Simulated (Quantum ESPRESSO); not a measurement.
## Run report: BAs, relaxation of cell and atoms (part 2 of 3)

BAs (Pmmm, 2 atoms in the cell); Kohn-Sham DFT of a periodic cell, BLYP with D3(BJ), GBRV 1.5 LDA, no spin polarisation (Quantum ESPRESSO 7.5); cutoff 612.26 eV, 12×8×6 k-mesh, cold smearing of 0.2 eV. The structure was built on a prototype by a generator; it need not be a known phase.

Geometry of the input (Å; fractional positions):
```
2.1275  0.0000  0.0000
0.0000  3.1741  0.0000
0.0000  0.0000  4.9510
B  0.0000  0.5000  0.0000
As 0.5000  0.5000  0.5000
```

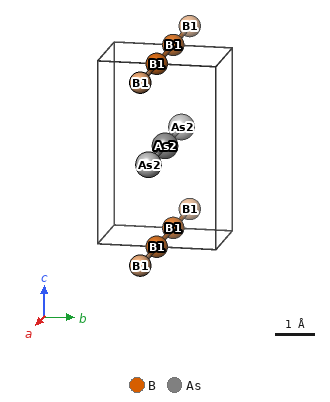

Fig. 1: The input geometry (ball-and-stick view of the cell of the calculation, seen slightly off an axis; neighbours outside the cell are drawn fainter; atoms are numbered from 1 in the order of the input). An atom can appear more than once, as a periodic image.

## Output, continued
```
    -8.3972  -1.9217   2.9341   3.8226   7.3425  10.0744  15.4834  15.8371
    17.4937

          k = 0.0417 0.1257 0.1791 (  1161 PWs)   bands (ev):

    -8.3300  -2.5229   4.0000   5.1291   6.8643   7.6538  16.0245  16.5223
    17.5735

          k = 0.0417 0.2095 0.0358 (  1143 PWs)   bands (ev):

    -8.0481  -0.4407   1.4732   1.7787   6.3690  12.0457  12.5408  17.5520
    19.2669

          k = 0.0417 0.2095 0.1074 (  1148 PWs)   bands (ev):

    -7.9874  -1.4756   1.9111   3.2979   5.8009  10.3278  13.6724  17.5991
    19.1768

          k = 0.0417 0.2095 0.1791 (  1155 PWs)   bands (ev):

    -7.9230  -2.0702   2.0860   5.1407   5.6191   7.9396  15.3941  17.6465
    18.4175

          k = 0.0417 0.2933 0.0358 (  1147 PWs)   bands (ev):

    -7.7022  -0.0390   0.6156   1.7968   5.3709  11.2517  12.3121  17.6199
    21.0254

          k = 0.0417 0.2933 0.1074 (  1152 PWs)   bands (ev):

    -7.6443  -1.0780   0.7612   3.6110   4.7642  10.5284  12.5858  17.6644
    20.2764

          k = 0.0417 0.2933 0.1791 (  1154 PWs)   bands (ev):

    -7.5831  -1.6671   0.9377   4.2074   5.7907   8.1735  14.4675  17.7081
    17.9951

          k = 0.1250 0.0419 0.0358 (  1152 PWs)   bands (ev):

    -8.2656  -0.7816   1.3181   6.0556   9.4267  12.0964  13.0597  15.0358
    17.5630

          k = 0.1250 0.0419 0.1074 (  1156 PWs)   bands (ev):

    -8.2000  -1.8005   3.1261   6.2149   9.0305  10.2360  13.1961  15.1352
    17.3759

          k = 0.1250 0.0419 0.1791 (  1163 PWs)   bands (ev):

    -8.1301  -2.4019   5.3284   6.4147   7.8084   8.6215  13.3490  15.2328
    17.0267

          k = 0.1250 0.1257 0.0358 (  1150 PWs)   bands (ev):

    -8.0130  -0.5227   1.5471   4.1332   8.2013  12.2144  14.9855  15.2265
    15.7350

          k = 0.1250 0.1257 0.1074 (  1149 PWs)   bands (ev):

    -7.9486  -1.5385   3.3462   4.2835   7.7111  10.4017  15.3629  15.7781
    15.9332

          k = 0.1250 0.1257 0.1791 (  1154 PWs)   bands (ev):

    -7.8801  -2.1362   4.4651   5.5282   7.2373   8.0155  15.5846  15.7558
    16.9944

          k = 0.1250 0.2095 0.0358 (  1153 PWs)   bands (ev):

    -7.6024  -0.0852   1.9102   2.2388   6.7502  12.3417  12.9656  15.5340
    17.4476

          k = 0.1250 0.2095 0.1074 (  1155 PWs)   bands (ev):

    -7.5406  -1.0982   2.3758   3.7052   6.1889  10.6487  14.1008  15.6900
    17.2802

          k = 0.1250 0.2095 0.1791 (  1154 PWs)   bands (ev):

    -7.4749  -1.6892   2.5535   5.5527   5.9902   8.2987  15.7780  15.9015
    17.0139

          k = 0.1250 0.2933 0.0358 (  1148 PWs)   bands (ev):

    -7.2585   0.3094   1.0816   2.2254   5.7709  11.7004  12.5819  15.6961
    17.8489

          k = 0.1250 0.2933 0.1074 (  1146 PWs)   bands (ev):

    -7.1994  -0.7070   1.2293   4.0110   5.1701  10.8447  13.0180  15.8424
    17.6912

          k = 0.1250 0.2933 0.1791 (  1153 PWs)   bands (ev):

    -7.1369  -1.2927   1.4082   4.6184   6.1715   8.5286  14.8636  16.0257
    17.4371

          k = 0.2083 0.0419 0.0358 (  1148 PWs)   bands (ev):

    -7.3649  -0.0628   2.1974   6.9558  10.0778  11.3909  12.5302  13.1831
    15.5129

          k = 0.2083 0.0419 0.1074 (  1155 PWs)   bands (ev):

    -7.2970  -1.0378   3.9477   7.1212   9.7029  10.8341  11.5256  13.1042
    15.4339

          k = 0.2083 0.0419 0.1791 (  1159 PWs)   bands (ev):

    -7.2245  -1.6309   6.1130   7.3337   8.5237   9.2985  11.6853  12.9646
    15.4164

          k = 0.2083 0.1257 0.0358 (  1152 PWs)   bands (ev):

    -7.1142   0.1883   2.4235   5.0333   8.8683  11.8112  12.6413  14.0280
    15.8801

          k = 0.2083 0.1257 0.1074 (  1151 PWs)   bands (ev):

    -7.0475  -0.7822   4.1639   5.1869   8.4079  10.9894  11.9872  13.7137
    16.7307

          k = 0.2083 0.1257 0.1791 (  1151 PWs)   bands (ev):

    -6.9763  -1.3715   5.3752   6.3115   7.9530   8.7112  12.2484  13.3062
    17.6418

          k = 0.2083 0.2095 0.0358 (  1151 PWs)   bands (ev):

    -6.7074   0.6105   2.7822   3.1485   7.4789  12.1804  12.7945  13.8297
    14.4435

          k = 0.2083 0.2095 0.1074 (  1149 PWs)   bands (ev):

    -6.6431  -0.3547   3.2923   4.5131   6.9392  11.2221  12.3804  14.0793
    14.9450

          k = 0.2083 0.2095 0.1791 (  1147 PWs)   bands (ev):

    -6.5746  -0.9371   3.4747   6.3568   6.7172   8.9866  12.6986  13.5963
    16.5048

          k = 0.2083 0.2933 0.0358 (  1149 PWs)   bands (ev):

    -6.3672   0.9877   2.0040   3.0846   6.5469  12.4349  12.5873  13.0114
    14.6524

          k = 0.2083 0.2933 0.1074 (  1142 PWs)   bands (ev):

    -6.3056   0.0219   2.1550   4.8046   5.9634  11.4062  12.6504  13.8664
    14.2923

          k = 0.2083 0.2933 0.1791 (  1149 PWs)   bands (ev):

    -6.2402  -0.5548   2.3381   5.4250   6.9182   9.2068  12.9979  13.7807
    15.6117

          k = 0.2917 0.0419 0.0358 (  1145 PWs)   bands (ev):

    -6.0067   0.9841   3.5071   7.5951   8.3244  10.9781  11.1952  12.6932
    16.0261

          k = 0.2917 0.0419 0.1074 (  1147 PWs)   bands (ev):

    -5.9350   0.0801   5.1565   7.7080   8.5212  10.5532  10.8447  11.5322
    16.1101

          k = 0.2917 0.0419 0.1791 (  1152 PWs)   bands (ev):

    -5.8580  -0.4973   7.2352   7.8411   8.8111   9.4751  10.0885  10.5481
    16.3019

          k = 0.2917 0.1257 0.0358 (  1147 PWs)   bands (ev):

    -5.7590   1.2204   3.7288   6.2834   7.9667   9.9678  11.5203  12.8114
    17.1926

          k = 0.2917 0.1257 0.1074 (  1151 PWs)   bands (ev):

    -5.6884   0.3237   5.3645   6.4211   8.1314   9.5069  11.0831  11.6850
    17.8413

          k = 0.2917 0.1257 0.1791 (  1149 PWs)   bands (ev):

    -5.6126  -0.2490   6.5827   7.4284   8.4201   8.9495   9.6427  10.7750
    18.7751

          k = 0.2917 0.2095 0.0358 (  1145 PWs)   bands (ev):

    -5.3577   1.6128   4.0795   4.4716   8.0676   8.9060  11.7955  12.9925
    15.1343

          k = 0.2917 0.2095 0.1074 (  1148 PWs)   bands (ev):

    -5.2894   0.7277   4.6166   5.6973   7.8545   8.7523  11.3267  11.9200
    16.1021

          k = 0.2917 0.2095 0.1791 (  1145 PWs)   bands (ev):

    -5.2164   0.1634   4.7988   7.4758   7.7378   8.8062   9.8870  11.0340
    17.3321

          k = 0.2917 0.2933 0.0358 (  1146 PWs)   bands (ev):

    -5.0232   1.9561   3.3578   4.3682   7.6081   8.7749  11.9709  13.1511
    13.9579

          k = 0.2917 0.2933 0.1074 (  1142 PWs)   bands (ev):

    -4.9576   1.0783   3.5109   5.9654   7.0812   8.9021  11.4909  12.1118
    15.0443

          k = 0.2917 0.2933 0.1791 (  1137 PWs)   bands (ev):

    -4.8874   0.5213   3.6975   6.5803   7.9671   9.0708  10.0769  11.2357
    16.4764

          k = 0.3750 0.0419 0.0358 (  1148 PWs)   bands (ev):

    -4.1877   2.2492   4.2028   5.2474   8.6562   9.9710  11.7132  11.9760
    17.5514

          k = 0.3750 0.0419 0.1074 (  1150 PWs)   bands (ev):

    -4.1104   1.4919   4.2368   6.7306   8.1914  10.1227  11.6421  11.6914
    17.5010

          k = 0.3750 0.0419 0.1791 (  1147 PWs)   bands (ev):

    -4.0268   0.9564   4.3358   7.6578   8.7405  10.3815  10.5424  11.3141
    17.7381

          k = 0.3750 0.1257 0.0358 (  1150 PWs)   bands (ev):

    -3.9448   2.4512   4.4425   5.4658   7.9252   9.1605  11.0312  11.8706
    17.8544

          k = 0.3750 0.1257 0.1074 (  1154 PWs)   bands (ev):

    -3.8687   1.7120   4.4631   6.9240   7.9921   8.7601  10.7060  11.7869
    17.7009

          k = 0.3750 0.1257 0.1791 (  1153 PWs)   bands (ev):

    -3.7864   1.1853   4.5536   7.7710   8.6220   8.9153  10.3504  10.7031
    17.7103

          k = 0.3750 0.2095 0.0358 (  1151 PWs)   bands (ev):

    -3.5526   2.7757   4.8360   5.8078   6.2962   9.1436   9.9640  12.1100
    16.0308

          k = 0.3750 0.2095 0.1074 (  1147 PWs)   bands (ev):

    -3.4789   2.0693   4.8297   6.4618   7.2579   8.6251   9.5977  12.0025
    15.8802

          k = 0.3750 0.2095 0.1791 (  1147 PWs)   bands (ev):

    -3.3995   1.5591   4.9014   6.7380   8.0016   8.9820   9.4216  10.9501
    15.9620

          k = 0.3750 0.2933 0.0358 (  1143 PWs)   bands (ev):

    -3.2273   3.0464   5.0176   5.3930   6.1105   8.7689   9.6468  12.3010
    14.9501

          k = 0.3750 0.2933 0.1074 (  1144 PWs)   bands (ev):

    -3.1563   2.3694   5.0958   5.4583   7.4991   8.3459   9.2073  12.1758
    14.8015

          k = 0.3750 0.2933 0.1791 (  1143 PWs)   bands (ev):

    -3.0800   1.8753   5.2014   5.6309   7.9050   8.5521   9.5257  11.1548
    14.9008

          k = 0.4583 0.0419 0.0358 (  1148 PWs)   bands (ev):

    -1.9252   0.8375   3.9979   6.6035   7.3479   9.6257  11.5410  12.3998
    18.1154

          k = 0.4583 0.0419 0.1074 (  1153 PWs)   bands (ev):

    -1.8450   0.9634   3.2170   5.9855   8.6435  10.4991  11.6668  12.3034
    17.8957

          k = 0.4583 0.0419 0.1791 (  1154 PWs)   bands (ev):

    -1.7584   1.1416   2.5813   5.5422  10.1288  10.9783  11.8761  12.1159
    17.0535

          k = 0.4583 0.1257 0.0358 (  1145 PWs)   bands (ev):

    -1.6951   1.0767   4.1923   6.7989   7.5566   9.7906  10.0653  11.3615
    15.8972

          k = 0.4583 0.1257 0.1074 (  1153 PWs)   bands (ev):

    -1.6176   1.2076   3.4180   6.2044   8.8284  10.0998  10.6985  11.2994
    15.6222

          k = 0.4583 0.1257 0.1791 (  1154 PWs)   bands (ev):

    -1.5341   1.3982   2.7749   5.7771  10.2436  10.2901  11.1311  11.1934
    15.3932

          k = 0.4583 0.2095 0.0358 (  1150 PWs)   bands (ev):

    -1.3294   1.4733   4.5135   7.1214   7.8824   8.2727  10.0838  10.1839
    14.1336

          k = 0.4583 0.2095 0.1074 (  1155 PWs)   bands (ev):

    -1.2571   1.6153   3.7459   6.5909   8.2969   9.1108  10.1144  10.9529
    13.7687

          k = 0.4583 0.2095 0.1791 (  1146 PWs)   bands (ev):

    -1.1799   1.8346   3.0817   6.1970   8.3880  10.0238  10.5310  11.3839
    13.4770

          k = 0.4583 0.2933 0.0358 (  1152 PWs)   bands (ev):

    -1.0330   1.8210   4.8045   6.9326   7.6376   8.1840   9.1874  10.3688
    13.1574

          k = 0.4583 0.2933 0.1074 (  1146 PWs)   bands (ev):

    -0.9665   1.9766   4.0318   6.9463   7.1458   9.1390   9.4189  11.1583
    12.7401

          k = 0.4583 0.2933 0.1791 (  1145 PWs)   bands (ev):

    -0.8958   2.2345   3.3333   6.6336   7.1655   9.1481  10.6937  11.5968
    12.4107

     the Fermi energy is     6.7653 ev

!    total energy              =     -46.33564200 Ry
     estimated scf accuracy    <          1.5E-10 Ry
     smearing contrib. (-TS)   =      -0.00002194 Ry
     internal energy E=F+TS    =     -46.33562006 Ry

     The total energy is F=E-TS. E is the sum of the following terms:
     one-electron contribution =       4.83923569 Ry
     hartree contribution      =       1.50741337 Ry
     xc contribution           =     -34.23110667 Ry
     ewald contribution        =     -18.35137201 Ry
     DFT-D3 Dispersion         =      -0.09979044 Ry

     convergence has been achieved in  10 iterations

     Forces acting on atoms (cartesian axes, Ry/au):

     atom    1 type  1   force =     0.00000000    0.00000000    0.00000000
     atom    2 type  2   force =     0.00000000    0.00000000    0.00000000

     Total force =     0.000000     Total SCF correction =     0.000000

     Computing stress (Cartesian axis) and pressure

          total   stress  (Ry/bohr**3)                   (kbar)     P=       78.17
   0.00201492   0.00000000   0.00000000          296.40        0.00        0.00
   0.00000000  -0.00031610   0.00000000            0.00      -46.50        0.00
   0.00000000   0.00000000  -0.00010472            0.00        0.00      -15.40

     BFGS Geometry Optimization
     Energy error            =      2.2E-02 Ry
     Gradient error          =      0.0E+00 Ry/Bohr
     Cell gradient error     =      3.0E+02 kbar

     number of scf cycles    =   1
     number of bfgs steps    =   0

     enthalpy           new  =     -46.3356419968 Ry

     new trust radius        =       0.1513278556 bohr
     new conv_thr            =       0.0000000004 Ry

     new unit-cell volume =    235.11528 a.u.^3 (    34.84049 Ang^3 )
     density =      4.08607 g/cm^3

CELL_PARAMETERS (bohr)
   4.223009275   0.000000000   0.000000000
   0.000000000   5.950709785   0.000000000
   0.000000000   0.000000000   9.355996589

ATOMIC_POSITIONS (bohr)
B                0.0000000000        2.9753548926        0.0000000000
As               2.1115046378        2.9753548926        4.6779982943

     NEW-OLD atomic charge density approx. for the potential
     New effective cutoffs (rho, wfc):  365.28   45.65

     Self-consistent Calculation

[... 131 further cycles ...]
     iteration #  2     ecut=    45.00 Ry     beta= 0.50
     Davidson diagonalization with overlap
     ethr =  6.87E-04,  avg # of iterations =  1.0

     total energy              =     -46.41747548 Ry
     estimated scf accuracy    <       0.00945055 Ry

     iteration #  3     ecut=    45.00 Ry     beta= 0.50
     Davidson diagonalization with overlap
     ethr =  1.18E-04,  avg # of iterations =  1.0

     total energy              =     -46.41849372 Ry
     estimated scf accuracy    <       0.00083426 Ry

     iteration #  4     ecut=    45.00 Ry     beta= 0.50
     Davidson diagonalization with overlap
     ethr =  1.04E-05,  avg # of iterations =  1.4

     total energy              =     -46.41851526 Ry
     estimated scf accuracy    <       0.00011240 Ry

     iteration #  5     ecut=    45.00 Ry     beta= 0.50
     Davidson diagonalization with overlap
     ethr =  1.40E-06,  avg # of iterations =  1.7

     total energy              =     -46.41853282 Ry
     estimated scf accuracy    <       0.00000658 Ry

     iteration #  6     ecut=    45.00 Ry     beta= 0.50
     Davidson diagonalization with overlap
     ethr =  8.23E-08,  avg # of iterations =  2.0

     total energy              =     -46.41853390 Ry
     estimated scf accuracy    <       0.00000030 Ry

     iteration #  7     ecut=    45.00 Ry     beta= 0.50
     Davidson diagonalization with overlap
     ethr =  3.71E-09,  avg # of iterations =  4.4

     total energy              =     -46.41853424 Ry
     estimated scf accuracy    <       0.00000005 Ry

     iteration #  8     ecut=    45.00 Ry     beta= 0.50
     Davidson diagonalization with overlap
     ethr =  5.83E-10,  avg # of iterations =  2.6

     total energy              =     -46.41853426 Ry
     estimated scf accuracy    <          2.2E-09 Ry

     iteration #  9     ecut=    45.00 Ry     beta= 0.50
     Davidson diagonalization with overlap
     ethr =  2.75E-11,  avg # of iterations =  4.5

     total energy              =     -46.41853426 Ry
     estimated scf accuracy    <          3.1E-10 Ry

     iteration # 10     ecut=    45.00 Ry     beta= 0.50
     Davidson diagonalization with overlap
     ethr =  3.83E-12,  avg # of iterations =  2.3

     total energy              =     -46.41853426 Ry
     estimated scf accuracy    <          1.1E-11 Ry

     iteration # 11     ecut=    45.00 Ry     beta= 0.50
     Davidson diagonalization with overlap
     ethr =  1.43E-13,  avg # of iterations =  4.8

     End of self-consistent calculation

          k = 0.0344 0.0555 0.0358 (  1047 PWs)   bands (ev):

    -7.5930   0.0409   2.1822  11.9686  12.5444  13.9868  14.3782  16.0008
    18.8417

          k = 0.0344 0.0555 0.1074 (  1048 PWs)   bands (ev):

    -7.5299  -0.9550   3.9492  10.8256  12.1971  13.8630  14.3680  15.6973
    18.9036

          k = 0.0344 0.0555 0.1791 (  1049 PWs)   bands (ev):

    -7.4630  -1.5482   6.0854   8.5515  12.5751  13.3595  14.7202  15.2244
    18.9739

          k = 0.0344 0.1664 0.0358 (  1048 PWs)   bands (ev):

    -6.8075   0.7014   2.8821   9.4752  12.4738  13.0367  13.1232  14.8282
    19.7844

          k = 0.0344 0.1664 0.1074 (  1052 PWs)   bands (ev):

    -6.7433  -0.2739   4.6093   9.5272  11.5814  12.4608  12.9803  14.4495
    19.8783

          k = 0.0344 0.1664 0.1791 (  1053 PWs)   bands (ev):

    -6.6751  -0.8616   6.6936   8.8486  10.2417  12.2015  13.3065  13.8824
    19.9771

          k = 0.0344 0.2773 0.0358 (  1066 PWs)   bands (ev):

    -5.2573   1.9997   4.1631   4.9192   9.6259  13.6451  13.8897  15.7836
    16.3089

          k = 0.0344 0.2773 0.1074 (  1059 PWs)   bands (ev):
```
